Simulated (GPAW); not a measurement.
Consider AlN (P6_3mc).

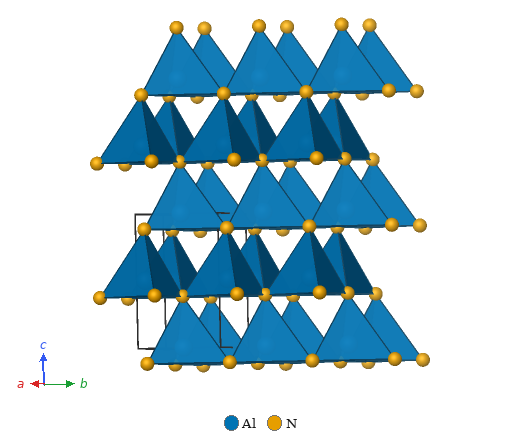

The structure (aluminium blue, nitrogen orange). 2×3×2 cells are drawn. Some periodic images of atoms are drawn too.

```cif
data_structure
_symmetry_space_group_name_H-M 'P 1'
_symmetry_Int_Tables_number 1
_cell_length_a 3.1130
_cell_length_b 3.1130
_cell_length_c 4.9810
_cell_angle_alpha 90.000
_cell_angle_beta 90.000
_cell_angle_gamma 120.000
_cell_volume 41.80
loop_
_atom_site_label
_atom_site_type_symbol
_atom_site_fract_x
_atom_site_fract_y
_atom_site_fract_z
_atom_site_occupancy
Al1 Al 0.66667 0.33333 0.50000 1
Al2 Al 0.33333 0.66667 0.00000 1
N3 N 0.66667 0.33333 0.88000 1
N4 N 0.33333 0.66667 0.38000 1
```

Absorber: atom 3, with 4 Al at 1.89 Å (tetrahedral, site symmetry 3m). Method: GPAW, PBE, full core hole (charged cell), 16-atom cell with 5.9 Å between holes, 5×5×5 k points, dipole transitions, Gaussian full width 0.9 eV up to 4 eV, rising linearly to 3.5 eV at 25 eV.

The database entry behind the starting cell differs from later determinations by our own check (inner coordinate u about 0.002 short), so it need not match the best structure at ambient conditions.

Q: What does the N K edge look like?

Main maxima up to 24 eV above the zero (height): 2.5 eV (1.83), 5.4 eV (1.97), 7.3 eV (2.04), 11.3 eV (0.66) and 21.4 eV (1.17). A K edge sees empty p states on the absorber. The total-energy difference plus the lowest empty eigenvalue puts the zero at 406.09 eV. One term is added: -7.82 eV, since the hole is spin-paired here and a spin-polarised one costs that much less in the free atom (computed apart). The photon energy is then 398.27 eV. The functional and the charged cell's background leave an error of a few eV in such absolute values.

The N K spectrum (energy from the lowest empty level; intensity scaled to a mean of 1 over the first 20 eV; polarised curves are means over the symmetry-equivalent atoms):

```
E (eV)  isotropic  ε ⊥ c  ε ∥ c
  -2.0       0.00   0.00   0.00
  -0.5       0.00   0.00   0.00
   1.0       0.26   0.27   0.25
   2.5       1.83   1.80   1.88
   4.0       1.53   1.72   1.16
   5.5       1.97   2.03   1.83
   7.0       1.96   1.70   2.48
   8.5       1.20   1.18   1.23
  10.0       0.55   0.67   0.30
  11.5       0.66   0.71   0.55
  13.0       0.44   0.37   0.59
  14.5       0.43   0.40   0.49
  16.0       0.50   0.47   0.57
  17.5       0.80   0.78   0.84
  19.0       1.08   1.13   0.99
  20.5       1.13   1.21   0.98
  22.0       1.15   1.19   1.05
  23.5       0.89   0.84   0.98
  25.0       0.66   0.58   0.83
  26.5       0.71   0.66   0.80
```

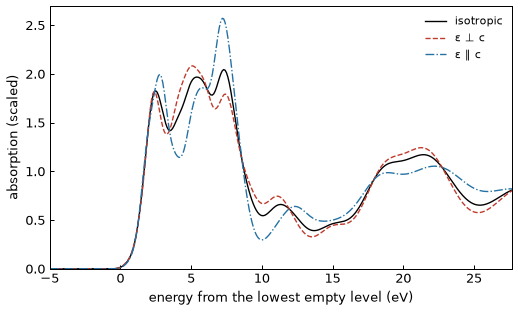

The N K edge.

The holes are only 5.9 Å apart, so the shape is probably not converged with cell size; no larger cell was run here. The mesh is coarse (0.27 Å⁻¹ between points), so small maxima may be mesh ripples. The structure is a published determination, not relaxed.

[Banner, clock and machine lines of the logs are left out without a mark of their own.]

[Logs are printed without paths, hosts, clocks, repeated set-up lines and the standing remarks that a program may print on its own settings, such as how far it seeks lower states.]

[Hosts, paths, dates, database ids (printed as entryN), source tags and the programs' standing remarks are cut or masked in the printed files.]

[Lists of maxima count a maximum above −3 eV only where it reaches 4 % of the highest in the window and stands out from its surroundings by 2 % of it (1.5 % where it reaches 55 %); shoulders and weaker maxima are passed over, and of the rest the first, up to two pre-edge ones and the few strongest are named.]
